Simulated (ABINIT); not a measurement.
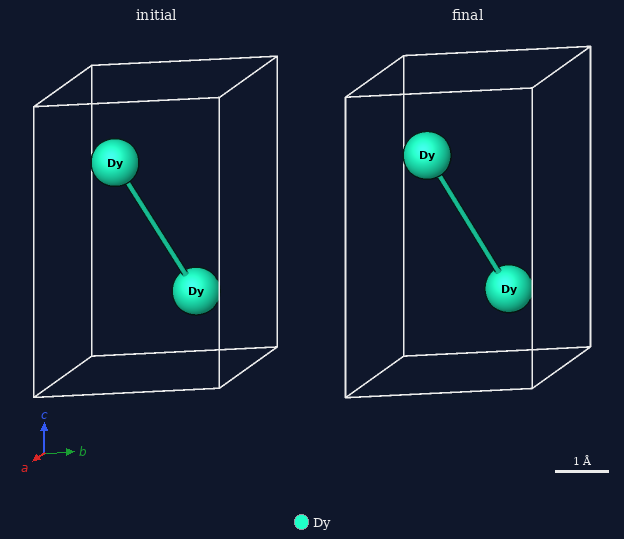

The structure of a crystal of Dy (set up in P6_3/mmc) before (left) and after (right) a relaxation, at one scale.

A ball-and-stick model of the cell of the calculation, seen slightly off an axis.

The run lets cell and atoms move.

The calculation used Kohn-Sham DFT of a periodic cell, PBE, JTH PAW PBE v2.0 (ABINIT 10.8.3).

Input file:
```
# Pseudopotentials
pp_dirpath "./"
pseudos "Dy.GGA_PBE-JTH.xml"

# Structure
acell 3.5903 3.5903 5.6475 Angstrom
rprim
     1.0000000000     0.0000000000     0.0000000000
    -0.5000000000     0.8660254038     0.0000000000
     0.0000000000     0.0000000000     1.0000000000
ntypat 1
znucl 66
natom 2
typat 1 1
chkprim 0
chksymtnons 0
tolsym 1.0e-6
xred
            2/3            1/3            3/4
            1/3            2/3            1/4

# Plane-wave basis
ecut 20.0
pawecutdg 40.0
pawxcdev 0
ecutsm 0.5

# k points
kptopt 1
ngkpt 7 7 4
nshiftk 1
shiftk 0.0 0.0 0.0

# Exchange and correlation
ixc 11

# Bands and occupations
nband 30
occopt 3
tsmear 0.00183747

# Spin
nsppol 2
spinat
     0.0000000000     0.0000000000     5.0000000000
     0.0000000000     0.0000000000     5.0000000000

# SCF cycle
nstep 80
tolvrs 1.0e-10

# Output
iomode 3
prteig 0
prtebands 0
prtwf 0
prtden 0

# Relaxation
ionmov 2
optcell 2
ntime 50
tolmxf 2.0e-5
dilatmx 1.08
```

Command:
```bash
mpirun --bind-to none -np 4 abinit run.abi > log 2>&1
```

### What changed between the two?

The atoms keep their places relative to the cell (all moves are under 0.005 Å). The volume changes by +4.8 %, with a = b 3.590 → 3.615 Å (+0.7 %), c 5.647 → 5.837 Å (+3.4 %). Some distances before and after: Dy–Dy 3.503 → 3.588 Å, Dy–Dy 3.590 → 3.615 Å. The space group stays P6_3/mmc (No. 194). Over 8 geometry steps the energy falls by 10.5 meV per atom. All forces vanish by symmetry, so only the cell relaxes. Pressure: 1.37 GPa at the start and 0.00 GPa at the end.
